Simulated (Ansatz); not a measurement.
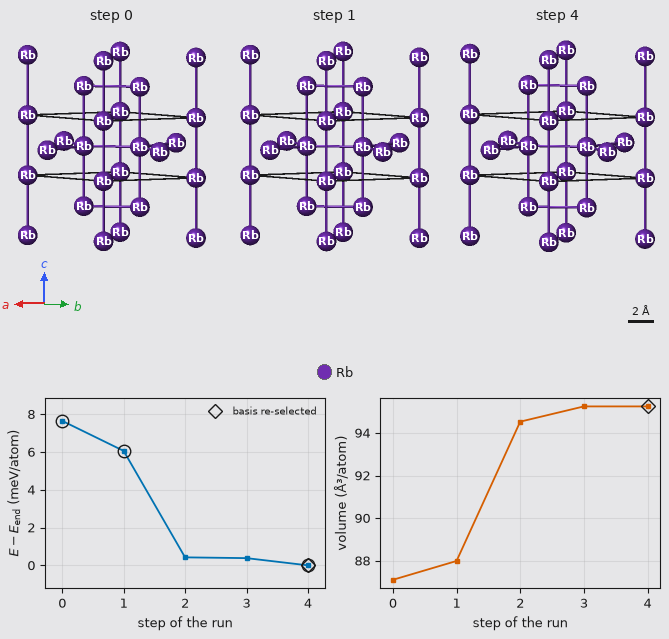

Frames of a relaxation of solid Rb (a generated structure, set up in P6/mmm), marked on the history of the run. Style: ball-and-stick. Shown: the cell of the calculation, from a free direction.

Phase: omega (AlB2-type).

The calculation used Ansatz 0.2.0, DFT, r2SCAN, plane waves (500 eV) with PAW, scalar-relativistic. Set-up: plane-wave cutoff 500 eV; k-point mesh 5 × 5 × 7; occupations fermi dirac; smearing width 0.1 eV; no spin polarisation; cell and atoms relaxed; force threshold 0.01 eV/Å; at most 60 steps.

### Describe the path.

No atom moves by more than 0.005 Å relative to the cell. Cell: a = b 7.896 → 8.211 Å (+4.0 %), c 4.840 → 4.893 Å (+1.1 %). Volume +9.3 %. Near-neighbour distances that change, for instance: Rb–Rb 4.559 → 4.741 Å, Rb–Rb 4.840 → 4.893 Å. The space group stays P6/mmm (No. 191). Over 3 accepted moves (4 points after the start) the energy falls by 7.6 meV per atom. All forces vanish by symmetry, so only the cell relaxes. The pressure goes from 0.28 to 0.00 GPa. The SCF was repeated once at an unchanged geometry on a basis and grid sized afresh for the cell, which shifted the energy by 0.4 meV per atom at most. From step 0 to 1: volume +1.0 %, energy −1.6 meV per atom. From step 1 to 4: volume +8.2 %, energy −6.1 meV per atom.
